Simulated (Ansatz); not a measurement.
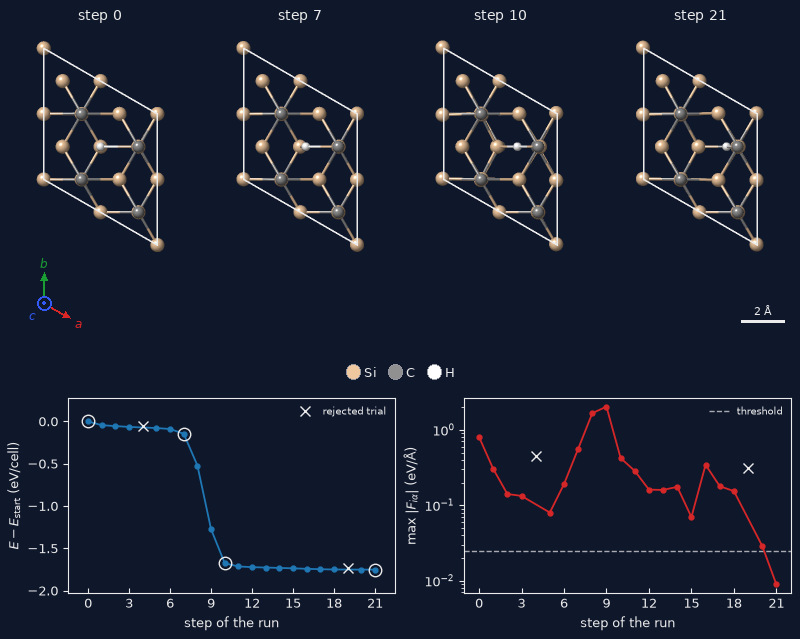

Frames of a relaxation of a defect cell of composition Si₁₆HC₁₆ (cell charge +1), marked on the history of the run. A ball-and-stick model of the cell of the calculation (origin shifted), seen along the c axis.

Case: H interstitial, charge +1, atoms relaxed at the host's cell.

All numbers below come from Ansatz 0.2.0, DFT PBE, scalar-relativistic, plane waves, PAW. (plane-wave cutoff 420 eV; k-point mesh 2 × 2 × 2; occupations gaussian; smearing width 0.01 eV; no spin polarisation; atoms relaxed in a fixed cell; force threshold 0.025 eV/Å; at most 45 steps)

### What happens along the run?

The atom that moves furthest is the H atom (1.30 Å roughly along [3 1 −1]). By element the largest moves are H 1.30 Å, Si 0.48 Å, C 0.20 Å. The cell doesn't change. Among the contacts that change: C–H 2.192 → 1.103 Å, H–Si 1.906 → 2.854 Å, C–Si 1.912 → 2.571 Å, Si–Si 3.086 → 3.646 Å. New bonds form, among them: C–H (2.19 → 1.10 Å). Bonds break, among them: C–Si (1.91 → 2.57 Å). Bond angles that change, for instance: Si–C–Si 109.4° → 94.8°, Si–C–Si 109.4° → 96.5°, C–Si–C 109.0° → 119.8°. Over 19 accepted moves (21 points after the start) the energy falls by 1.751 eV per cell of the calculation. Largest force component: 0.8 eV/Å at the start, 0.0089 eV/Å at the end. The line search rejected the trial steps at points 4, 19 of the run. From step 0 to 7: the H atom moves most (0.40 Å), energy −0.146 eV per cell of the calculation. From step 7 to 10: the H atom moves most (0.59 Å), energy −1.529 eV per cell of the calculation. From step 10 to 21: the H atom moves most (0.44 Å), energy −75.2 meV per cell of the calculation.

Limits of the set-up: the periodic images lie only 6.2 Å apart, so the values are limited by the cell's size; the cell is charged, on a uniform background, and energies carry no finite-size correction.
